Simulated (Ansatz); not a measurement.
# Run report: Pt₃Se₅, geometry relaxation (part 3 of 4)

The same run, continued: Pt₃Se₅ (slab, 16 atoms in the cell); DFT PBEsol, scalar-relativistic, plane waves, PAW, no spin polarisation (Ansatz 0.2.0); cutoff 420 eV, 9×5×1 k-mesh, Gaussian smearing of 0.1 eV. The structure derives from an entry of the Crystallography Open Database. It belongs to a series of runs on one base structure; here: (0 1 2) slab, atoms relaxed.

Geometry of the input (Å; fractional positions):
```
3.7607  0.0000  0.0000
0.0000  8.1290  0.0000
0.0000  0.0000  24.7424
Pt 0.5000  0.6790  0.3031
Se 0.0000  0.8793  0.3179
Se 0.5000  0.1576  0.3671
Pt 0.0000  0.3579  0.3819
Se 0.5000  0.5582  0.3967
Se 0.0000  0.8366  0.4458
Pt 0.5000  0.0369  0.4606
Se 0.0000  0.2372  0.4754
Se 0.5000  0.5155  0.5246
Pt 0.0000  0.7158  0.5394
Se 0.5000  0.9162  0.5542
Se 0.0000  0.1945  0.6033
Pt 0.5000  0.3948  0.6181
Se 0.0000  0.5951  0.6329
Se 0.5000  0.8734  0.6821
Pt 0.0000  0.0738  0.6969
```

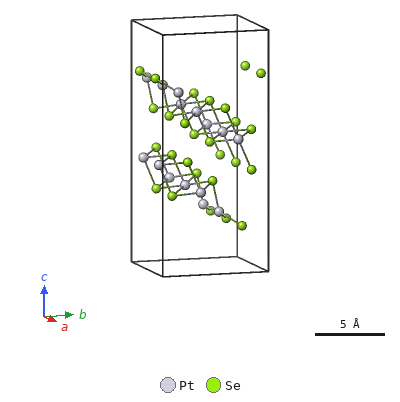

**Figure 1.** The geometry at step 11 of the log (ball-and-stick view of the 2 × 1 repeat of the cell, with the vacuum cut short, seen slightly off an axis).

Trajectory as extended XYZ, continued
```
16
Lattice="3.7607 0.0000 0.0000 0.0000 8.1290 0.0000 0.0000 0.0000 24.7424" Properties=species:S:1:pos:R:3:forces:R:3 step=3 energy=-128546.50551
Pt    1.8804    5.5939    7.8642    0.0000   0.0094   0.1307
Se    0.0000    6.9843    7.8575    0.0000   0.0423  -0.2417
Se    1.8804    1.2820    9.0759    0.0000   0.0235  -0.1883
Pt    0.0000    2.8544    9.5327    0.0000  -0.0096   0.0343
Se    1.8804    4.3970    9.9152    0.0000  -0.0652   0.1369
Se    0.0000    6.8024   10.9923    0.0000   0.0793   0.2058
Pt    1.8804    0.2831   11.4110    0.0000   0.0489  -0.1022
Se    0.0000    1.8625   11.8604    0.0000   0.0131   0.0801
Se    1.8804    4.2564   12.8820    0.0000  -0.0131  -0.0802
Pt    0.0000    5.8358   13.3314    0.0000  -0.0489   0.1022
Se    1.8804    7.4455   13.7502    0.0000  -0.0792  -0.2058
Se    0.0000    1.7219   14.8272    0.0000   0.0652  -0.1369
Pt    1.8804    3.2646   15.2097    0.0000   0.0096  -0.0343
Se    0.0000    4.8369   15.6665    0.0000  -0.0235   0.1884
Se    1.8804    7.2636   16.8849    0.0000  -0.0423   0.2417
Pt    0.0000    0.5250   16.8782    0.0000  -0.0094  -0.1306
16
Lattice="3.7607 0.0000 0.0000 0.0000 8.1290 0.0000 0.0000 0.0000 24.7424" Properties=species:S:1:pos:R:3:forces:R:3 step=4 energy=-128546.54534
Pt    1.8804    5.6013    7.9412    0.0000  -0.0799   0.0756
Se    0.0000    6.9836    7.8197    0.0000   0.0228  -0.1135
Se    1.8804    1.3006    9.0353    0.0000  -0.0317  -0.0093
Pt    0.0000    2.8508    9.5404    0.0000   0.1293  -0.0113
Se    1.8804    4.3796    9.9858    0.0000   0.0628  -0.0567
Se    0.0000    6.8284   11.0321    0.0000  -0.0259  -0.1396
Pt    1.8804    0.3156   11.3924    0.0000  -0.2037   0.1597
Se    0.0000    1.8815   11.8749    0.0000   0.0264  -0.1423
Se    1.8804    4.2374   12.8675    0.0000  -0.0264   0.1422
Pt    0.0000    5.8033   13.3500    0.0000   0.2037  -0.1597
Se    1.8804    7.4195   13.7103    0.0000   0.0259   0.1396
Se    0.0000    1.7393   14.7566    0.0000  -0.0628   0.0567
Pt    1.8804    3.2681   15.2020    0.0000  -0.1293   0.0113
Se    0.0000    4.8183   15.7071    0.0000   0.0317   0.0093
Se    1.8804    7.2643   16.9227    0.0000  -0.0228   0.1135
Pt    0.0000    0.5176   16.8012    0.0000   0.0799  -0.0757
16
Lattice="3.7607 0.0000 0.0000 0.0000 8.1290 0.0000 0.0000 0.0000 24.7424" Properties=species:S:1:pos:R:3:forces:R:3 step=5 energy=-128546.57616
Pt    1.8804    5.5440    7.8959    0.0000  -0.0453   0.0446
Se    0.0000    6.9122    7.6829    0.0000   0.0254  -0.0760
Se    1.8804    1.2973    9.0509    0.0000  -0.0667   0.0371
Pt    0.0000    2.8527    9.5553    0.0000   0.1273  -0.1034
Se    1.8804    4.3910    9.9749    0.0000   0.0008   0.0412
Se    0.0000    6.8281   11.0047    0.0000  -0.0395   0.0832
Pt    1.8804    0.3026   11.4088    0.0000  -0.0698   0.0598
Se    0.0000    1.8749   11.8796    0.0000   0.0024  -0.0940
Se    1.8804    4.2440   12.8628    0.0000  -0.0024   0.0940
Pt    0.0000    5.8163   13.3336    0.0000   0.0698  -0.0598
Se    1.8804    7.4198   13.7377    0.0000   0.0395  -0.0832
Se    0.0000    1.7279   14.7675    0.0000  -0.0008  -0.0412
Pt    1.8804    3.2662   15.1871    0.0000  -0.1273   0.1034
Se    0.0000    4.8216   15.6915    0.0000   0.0667  -0.0371
Se    1.8804    7.3358   17.0595    0.0000  -0.0254   0.0760
Pt    0.0000    0.5749   16.8465    0.0000   0.0453  -0.0447
16
Lattice="3.7607 0.0000 0.0000 0.0000 8.1290 0.0000 0.0000 0.0000 24.7424" Properties=species:S:1:pos:R:3:forces:R:3 step=6 energy=-128546.60614
Pt    1.8804    5.4817    7.8698    0.0000  -0.0047   0.0450
Se    0.0000    6.8308    7.5274    0.0000  -0.0569  -0.0418
Se    1.8804    1.3027    9.0570    0.0000  -0.0633   0.0041
Pt    0.0000    2.8754    9.5418    0.0000   0.0554  -0.0231
Se    1.8804    4.4068    9.9885    0.0000   0.0050   0.0069
Se    0.0000    6.8243   11.0019    0.0000  -0.0351   0.1228
Pt    1.8804    0.2935   11.4122    0.0000   0.0836  -0.0261
Se    0.0000    1.8772   11.8529    0.0000   0.0024  -0.0046
Se    1.8804    4.2417   12.8895    0.0000  -0.0024   0.0046
Pt    0.0000    5.8254   13.3302    0.0000  -0.0836   0.0261
Se    1.8804    7.4236   13.7405    0.0000   0.0351  -0.1228
Se    0.0000    1.7121   14.7539    0.0000  -0.0050  -0.0069
Pt    1.8804    3.2435   15.2006    0.0000  -0.0554   0.0231
Se    0.0000    4.8162   15.6854    0.0000   0.0633  -0.0041
Se    1.8804    7.4171   17.2150    0.0000   0.0569   0.0418
Pt    0.0000    0.6373   16.8726    0.0000   0.0047  -0.0450
16
Lattice="3.7607 0.0000 0.0000 0.0000 8.1290 0.0000 0.0000 0.0000 24.7424" Properties=species:S:1:pos:R:3:forces:R:3 step=7 energy=-128546.63428
Pt    1.8804    5.3980    7.8493    0.0000   0.0477  -0.0025
Se    0.0000    6.7173    7.3710    0.0000  -0.1607   0.0146
Se    1.8804    1.3018    9.0531    0.0000  -0.0144   0.0108
Pt    0.0000    2.8893    9.5294    0.0000  -0.0075   0.0010
Se    1.8804    4.4102   10.0050    0.0000   0.0468  -0.0116
Se    0.0000    6.8272   11.0116    0.0000  -0.0388   0.0515
Pt    1.8804    0.2986   11.4126    0.0000   0.0895  -0.0565
Se    0.0000    1.8879   11.8342    0.0000  -0.0034   0.0274
Se    1.8804    4.2310   12.9082    0.0000   0.0034  -0.0274
Pt    0.0000    5.8203   13.3298    0.0000  -0.0895   0.0565
Se    1.8804    7.4208   13.7308    0.0000   0.0388  -0.0514
Se    0.0000    1.7087   14.7374    0.0000  -0.0468   0.0116
Pt    1.8804    3.2296   15.2130    0.0000   0.0075  -0.0010
Se    0.0000    4.8171   15.6893    0.0000   0.0144  -0.0108
Se    1.8804    7.5307   17.3714    0.0000   0.1607  -0.0146
Pt    0.0000    0.7209   16.8931    0.0000  -0.0477   0.0025
16
Lattice="3.7607 0.0000 0.0000 0.0000 8.1290 0.0000 0.0000 0.0000 24.7424" Properties=species:S:1:pos:R:3:forces:R:3 step=8 energy=-128546.66851
Pt    1.8804    5.2898    7.8182    0.0000   0.0698  -0.0237
Se    0.0000    6.5755    7.2370    0.0000  -0.2282   0.0509
Se    1.8804    1.2990    9.0498    0.0000   0.0259   0.0069
Pt    0.0000    2.8956    9.5234    0.0000  -0.0333  -0.0154
Se    1.8804    4.4096   10.0164    0.0000   0.0840  -0.0241
Se    0.0000    6.8238   11.0205    0.0000  -0.0030  -0.0249
Pt    1.8804    0.3022   11.4086    0.0000   0.0552  -0.0388
Se    0.0000    1.8933   11.8230    0.0000  -0.0067   0.0342
Se    1.8804    4.2257   12.9194    0.0000   0.0067  -0.0342
Pt    0.0000    5.8168   13.3338    0.0000  -0.0552   0.0388
Se    1.8804    7.4242   13.7219    0.0000   0.0031   0.0249
Se    0.0000    1.7093   14.7260    0.0000  -0.0840   0.0241
Pt    1.8804    3.2233   15.2190    0.0000   0.0333   0.0154
Se    0.0000    4.8199   15.6926    0.0000  -0.0259  -0.0069
Se    1.8804    7.6725   17.5054    0.0000   0.2282  -0.0509
Pt    0.0000    0.8291   16.9242    0.0000  -0.0698   0.0237
16
Lattice="3.7607 0.0000 0.0000 0.0000 8.1290 0.0000 0.0000 0.0000 24.7424" Properties=species:S:1:pos:R:3:forces:R:3 step=9 energy=-128546.71394
Pt    1.8804    5.1739    7.7828    0.0000   0.0832  -0.0133
Se    0.0000    6.4240    7.1139    0.0000  -0.2931   0.0791
Se    1.8804    1.2984    9.0507    0.0000   0.0512   0.0045
Pt    0.0000    2.9013    9.5207    0.0000  -0.0382  -0.0470
Se    1.8804    4.4113   10.0240    0.0000   0.1149  -0.0509
Se    0.0000    6.8225   11.0226    0.0000   0.0236  -0.0503
Pt    1.8804    0.3042   11.4080    0.0000   0.0436  -0.0434
Se    0.0000    1.8969   11.8157    0.0000  -0.0120   0.0544
Se    1.8804    4.2220   12.9267    0.0000   0.0120  -0.0544
Pt    0.0000    5.8147   13.3344    0.0000  -0.0436   0.0434
Se    1.8804    7.4254   13.7198    0.0000  -0.0236   0.0503
Se    0.0000    1.7076   14.7184    0.0000  -0.1149   0.0508
Pt    1.8804    3.2177   15.2217    0.0000   0.0382   0.0470
Se    0.0000    4.8206   15.6917    0.0000  -0.0511  -0.0045
Se    1.8804    7.8239   17.6285    0.0000   0.2932  -0.0791
Pt    0.0000    0.9451   16.9596    0.0000  -0.0832   0.0133
16
Lattice="3.7607 0.0000 0.0000 0.0000 8.1290 0.0000 0.0000 0.0000 24.7424" Properties=species:S:1:pos:R:3:forces:R:3 step=10 energy=-128546.77717
Pt    1.8804    5.0499    7.7498    0.0000   0.0869   0.0177
Se    0.0000    6.2607    7.0020    0.0000  -0.3445   0.0968
Se    1.8804    1.3031    9.0527    0.0000   0.0594   0.0017
Pt    0.0000    2.9096    9.5185    0.0000  -0.0345  -0.0811
Se    1.8804    4.4161   10.0321    0.0000   0.1452  -0.0835
Se    0.0000    6.8243   11.0236    0.0000   0.0372  -0.0628
Pt    1.8804    0.3077   11.4077    0.0000   0.0311  -0.0442
Se    0.0000    1.9014   11.8102    0.0000  -0.0166   0.0737
Se    1.8804    4.2176   12.9322    0.0000   0.0166  -0.0737
Pt    0.0000    5.8112   13.3347    0.0000  -0.0311   0.0442
Se    1.8804    7.4237   13.7188    0.0000  -0.0372   0.0628
Se    0.0000    1.7028   14.7103    0.0000  -0.1452   0.0835
Pt    1.8804    3.2093   15.2239    0.0000   0.0345   0.0810
Se    0.0000    4.8158   15.6897    0.0000  -0.0594  -0.0017
Se    1.8804    7.9872   17.7404    0.0000   0.3445  -0.0968
Pt    0.0000    1.0690   16.9926    0.0000  -0.0869  -0.0177
16
Lattice="3.7607 0.0000 0.0000 0.0000 8.1290 0.0000 0.0000 0.0000 24.7424" Properties=species:S:1:pos:R:3:forces:R:3 step=11 energy=-128546.85825
Pt    1.8804    4.9243    7.7245    0.0000   0.0776   0.0514
Se    0.0000    6.0908    6.9048    0.0000  -0.3677   0.0995
Se    1.8804    1.3123    9.0546    0.0000   0.0551   0.0003
Pt    0.0000    2.9205    9.5164    0.0000  -0.0303  -0.1127
Se    1.8804    4.4246   10.0412    0.0000   0.1658  -0.1026
Se    0.0000    6.8280   11.0245    0.0000   0.0409  -0.0700
Pt    1.8804    0.3123   11.4068    0.0000   0.0150  -0.0338
Se    0.0000    1.9064   11.8064    0.0000  -0.0180   0.0836
Se    1.8804    4.2125   12.9360    0.0000   0.0180  -0.0836
Pt    0.0000    5.8066   13.3356    0.0000  -0.0150   0.0337
Se    1.8804    7.4200   13.7179    0.0000  -0.0409   0.0700
Se    0.0000    1.6944   14.7012    0.0000  -0.1658   0.1025
Pt    1.8804    3.1984   15.2260    0.0000   0.0303   0.1127
Se    0.0000    4.8067   15.6878    0.0000  -0.0552  -0.0003
Se    1.8804    8.1571   17.8376    0.0000   0.3677  -0.0995
Pt    0.0000    1.1946   17.0179    0.0000  -0.0776  -0.0514
16
Lattice="3.7607 0.0000 0.0000 0.0000 8.1290 0.0000 0.0000 0.0000 24.7424" Properties=species:S:1:pos:R:3:forces:R:3 step=12 energy=-128546.95366
Pt    1.8804    4.7996    7.7083    0.0000   0.0691   0.0696
Se    0.0000    5.9158    6.8186    0.0000  -0.3755   0.0991
Se    1.8804    1.3232    9.0560    0.0000   0.0476   0.0019
Pt    0.0000    2.9328    9.5134    0.0000  -0.0324  -0.1349
Se    1.8804    4.4356   10.0512    0.0000   0.1746  -0.1080
Se    0.0000    6.8329   11.0252    0.0000   0.0374  -0.0732
Pt    1.8804    0.3174   11.4058    0.0000  -0.0005  -0.0199
Se    0.0000    1.9118   11.8036    0.0000  -0.0170   0.0854
Se    1.8804    4.2071   12.9388    0.0000   0.0170  -0.0854
Pt    0.0000    5.8015   13.3366    0.0000   0.0005   0.0199
Se    1.8804    7.4151   13.7172    0.0000  -0.0374   0.0732
Se    0.0000    1.6833   14.6913    0.0000  -0.1746   0.1080
Pt    1.8804    3.1861   15.2290    0.0000   0.0324   0.1349
Se    0.0000    4.7957   15.6864    0.0000  -0.0476  -0.0019
Se    1.8804    8.3321   17.9238    0.0000   0.3755  -0.0990
Pt    0.0000    1.3193   17.0341    0.0000  -0.0691  -0.0695
16
Lattice="3.7607 0.0000 0.0000 0.0000 8.1290 0.0000 0.0000 0.0000 24.7424" Properties=species:S:1:pos:R:3:forces:R:3 step=13 energy=-128547.05757
Pt    1.8804    4.6771    7.6990    0.0000   0.0683   0.0635
Se    0.0000    5.7370    6.7408    0.0000  -0.3741   0.1014
Se    1.8804    1.3329    9.0568    0.0000   0.0405   0.0072
Pt    0.0000    2.9435    9.5094    0.0000  -0.0400  -0.1462
Se    1.8804    4.4475   10.0600    0.0000   0.1716  -0.1004
Se    0.0000    6.8380   11.0251    0.0000   0.0299  -0.0714
Pt    1.8804    0.3220   11.4053    0.0000  -0.0129  -0.0049
Se    0.0000    1.9169   11.8021    0.0000  -0.0151   0.0825
Se    1.8804    4.2021   12.9403    0.0000   0.0151  -0.0825
Pt    0.0000    5.7969   13.3371    0.0000   0.0129   0.0049
Se    1.8804    7.4100   13.7173    0.0000  -0.0299   0.0714
Se    0.0000    1.6714   14.6824    0.0000  -0.1716   0.1004
Pt    1.8804    3.1754   15.2330    0.0000   0.0400   0.1462
Se    0.0000    4.7860   15.6856    0.0000  -0.0406  -0.0072
Se    1.8804    8.5109   18.0016    0.0000   0.3741  -0.1015
Pt    0.0000    1.4418   17.0434    0.0000  -0.0684  -0.0635
16
Lattice="3.7607 0.0000 0.0000 0.0000 8.1290 0.0000 0.0000 0.0000 24.7424" Properties=species:S:1:pos:R:3:forces:R:3 step=14 energy=-128547.17752
Pt    1.8804    4.5671    7.7197    0.0000  -0.0384  -0.0112
Se    0.0000    5.5432    6.6954    0.0000  -0.2481  -0.0013
Se    1.8804    1.3514    9.0643    0.0000   0.0042  -0.0239
Pt    0.0000    2.9630    9.4958    0.0000  -0.0135  -0.0326
Se    1.8804    4.4708   10.0836    0.0000   0.1174   0.0033
Se    0.0000    6.8490   11.0159    0.0000   0.0010   0.0052
Pt    1.8804    0.3272   11.4110    0.0000   0.0171  -0.0252
Se    0.0000    1.9251   11.7993    0.0000  -0.0083   0.1039
Se    1.8804    4.1938   12.9431    0.0000   0.0084  -0.1040
Pt    0.0000    5.7917   13.3314    0.0000  -0.0171   0.0252
Se    1.8804    7.3990   13.7265    0.0000  -0.0011  -0.0052
Se    0.0000    1.6481   14.6587    0.0000  -0.1174  -0.0032
Pt    1.8804    3.1559   15.2467    0.0000   0.0135   0.0325
Se    0.0000    4.7675   15.6781    0.0000  -0.0042   0.0240
Se    1.8804    8.7048   18.0470    0.0000   0.2481   0.0013
Pt    0.0000    1.5518   17.0227    0.0000   0.0385   0.0112
16
Lattice="3.7607 0.0000 0.0000 0.0000 8.1290 0.0000 0.0000 0.0000 24.7424" Properties=species:S:1:pos:R:3:forces:R:3 step=15 energy=-128547.25921
Pt    1.8804    4.4567    7.7146    0.0000  -0.0751  -0.0298
Se    0.0000    5.3595    6.6296    0.0000  -0.2024  -0.0143
Se    1.8804    1.3715    9.0441    0.0000   0.0576   0.1706
Pt    0.0000    2.9724    9.5177    0.0000   0.0989  -0.1564
Se    1.8804    4.5088   10.0859    0.0000  -0.0316  -0.0005
Se    0.0000    6.8550   11.0375    0.0000  -0.0004  -0.1526
Pt    1.8804    0.3429   11.3913    0.0000  -0.1477   0.2591
Se    0.0000    1.9282   11.8355    0.0000  -0.0028  -0.1715
Se    1.8804    4.1908   12.9068    0.0000   0.0027   0.1718
Pt    0.0000    5.7760   13.3512    0.0000   0.1477  -0.2594
Se    1.8804    7.3929   13.7049    0.0000   0.0004   0.1527
Se    0.0000    1.6101   14.6565    0.0000   0.0317   0.0003
Pt    1.8804    3.1465   15.2247    0.0000  -0.0990   0.1567
Se    0.0000    4.7474   15.6984    0.0000  -0.0577  -0.1708
Se    1.8804    8.8884   18.1128    0.0000   0.2024   0.0143
Pt    0.0000    1.6622   17.0278    0.0000   0.0751   0.0297
16
Lattice="3.7607 0.0000 0.0000 0.0000 8.1290 0.0000 0.0000 0.0000 24.7424" Properties=species:S:1:pos:R:3:forces:R:3 step=16 energy=-128547.34107
Pt    1.8804    4.3486    7.7221    0.0000   0.0253  -0.1087
Se    0.0000    5.1768    6.5745    0.0000  -0.2423   0.0258
Se    1.8804    1.3775    9.1137    0.0000  -0.0023  -0.0581
Pt    0.0000    3.0000    9.4962    0.0000  -0.0288   0.1182
Se    1.8804    4.5317   10.1037    0.0000  -0.0509  -0.0492
Se    0.0000    6.8652   10.9718    0.0000   0.0588   0.2975
Pt    1.8804    0.3230   11.4541    0.0000   0.2057  -0.2670
Se    0.0000    1.9327   11.8221    0.0000  -0.0488   0.2495
Se    1.8804    4.1862   12.9203    0.0000   0.0489  -0.2496
Pt    0.0000    5.7959   13.2883    0.0000  -0.2058   0.2670
Se    1.8804    7.3828   13.7706    0.0000  -0.0588  -0.2976
Se    0.0000    1.5872   14.6387    0.0000   0.0509   0.0492
Pt    1.8804    3.1189   15.2462    0.0000   0.0289  -0.1183
Se    0.0000    4.7414   15.6287    0.0000   0.0023   0.0582
Se    1.8804    9.0712   18.1679    0.0000   0.2423  -0.0258
Pt    0.0000    1.7703   17.0203    0.0000  -0.0253   0.1087
16
Lattice="3.7607 0.0000 0.0000 0.0000 8.1290 0.0000 0.0000 0.0000 24.7424" Properties=species:S:1:pos:R:3:forces:R:3 step=17 energy=-128547.44991
Pt    1.8804    4.2432    7.7051    0.0000  -0.0034  -0.0812
Se    0.0000    4.9919    6.5130    0.0000  -0.1691  -0.0237
Se    1.8804    1.3919    9.1128    0.0000  -0.0541  -0.0431
Pt    0.0000    2.9993    9.5085    0.0000   0.0393   0.0912
Se    1.8804    4.5385   10.0919    0.0000   0.0038  -0.0677
Se    0.0000    6.8824   11.0090    0.0000  -0.0103  -0.0098
Pt    1.8804    0.3472   11.4434    0.0000  -0.0298   0.0060
Se    0.0000    1.9397   11.8566    0.0000  -0.0061   0.0727
Se    1.8804    4.1792   12.8858    0.0000   0.0062  -0.0730
Pt    0.0000    5.7717   13.2989    0.0000   0.0297  -0.0058
Se    1.8804    7.3655   13.7334    0.0000   0.0102   0.0097
Se    0.0000    1.5804   14.6505    0.0000  -0.0039   0.0678
Pt    1.8804    3.1196   15.2340    0.0000  -0.0392  -0.0914
Se    0.0000    4.7270   15.6295    0.0000   0.0542   0.0433
Se    1.8804    9.2560   18.2294    0.0000   0.1691   0.0237
Pt    0.0000    1.8757   17.0373    0.0000   0.0034   0.0812
16
Lattice="3.7607 0.0000 0.0000 0.0000 8.1290 0.0000 0.0000 0.0000 24.7424" Properties=species:S:1:pos:R:3:forces:R:3 step=18 energy=-128547.52385
Pt    1.8804    4.1320    7.6764    0.0000  -0.0075  -0.0538
Se    0.0000    4.8050    6.4419    0.0000  -0.1372  -0.0266
Se    1.8804    1.3710    9.1246    0.0000  -0.0087  -0.0258
Pt    0.0000    2.9830    9.5145    0.0000  -0.0045   0.0766
Se    1.8804    4.5326   10.0633    0.0000  -0.0064  -0.0730
Se    0.0000    6.8807   11.0041    0.0000   0.0179  -0.0196
Pt    1.8804    0.3408   11.4535    0.0000  -0.0075   0.0101
Se    0.0000    1.9310   11.8840    0.0000  -0.0017   0.0186
Se    1.8804    4.1879   12.8584    0.0000   0.0018  -0.0187
Pt    0.0000    5.7781   13.2889    0.0000   0.0074  -0.0099
Se    1.8804    7.3672   13.7383    0.0000  -0.0179   0.0195
Se    0.0000    1.5863   14.6791    0.0000   0.0063   0.0730
Pt    1.8804    3.1359   15.2279    0.0000   0.0045  -0.0768
Se    0.0000    4.7479   15.6178    0.0000   0.0088   0.0260
Se    1.8804    9.4429   18.3005    0.0000   0.1372   0.0266
Pt    0.0000    1.9869   17.0660    0.0000   0.0075   0.0537
16
Lattice="3.7607 0.0000 0.0000 0.0000 8.1290 0.0000 0.0000 0.0000 24.7424" Properties=species:S:1:pos:R:3:forces:R:3 step=19 energy=-128547.58034
Pt    1.8804    4.0263    7.6587    0.0000  -0.0069  -0.0732
Se    0.0000    4.6140    6.3827    0.0000  -0.0909  -0.0471
Se    1.8804    1.3558    9.1315    0.0000  -0.0199  -0.0302
Pt    0.0000    2.9672    9.5165    0.0000  -0.0204   0.0968
Se    1.8804    4.5239   10.0393    0.0000   0.0098  -0.0589
Se    0.0000    6.8823   11.0014    0.0000   0.0179  -0.0297
Pt    1.8804    0.3386   11.4602    0.0000  -0.0083   0.0191
Se    0.0000    1.9290   11.8966    0.0000  -0.0168   0.0212
Se    1.8804    4.1899   12.8458    0.0000   0.0168  -0.0213
Pt    0.0000    5.7804   13.2822    0.0000   0.0083  -0.0190
Se    1.8804    7.3657   13.7410    0.0000  -0.0179   0.0297
Se    0.0000    1.5951   14.7031    0.0000  -0.0098   0.0590
Pt    1.8804    3.1518   15.2259    0.0000   0.0204  -0.0968
Se    0.0000    4.7631   15.6109    0.0000   0.0199   0.0302
Se    1.8804    9.6339   18.3597    0.0000   0.0909   0.0470
Pt    0.0000    2.0925   17.0837    0.0000   0.0069   0.0732
```
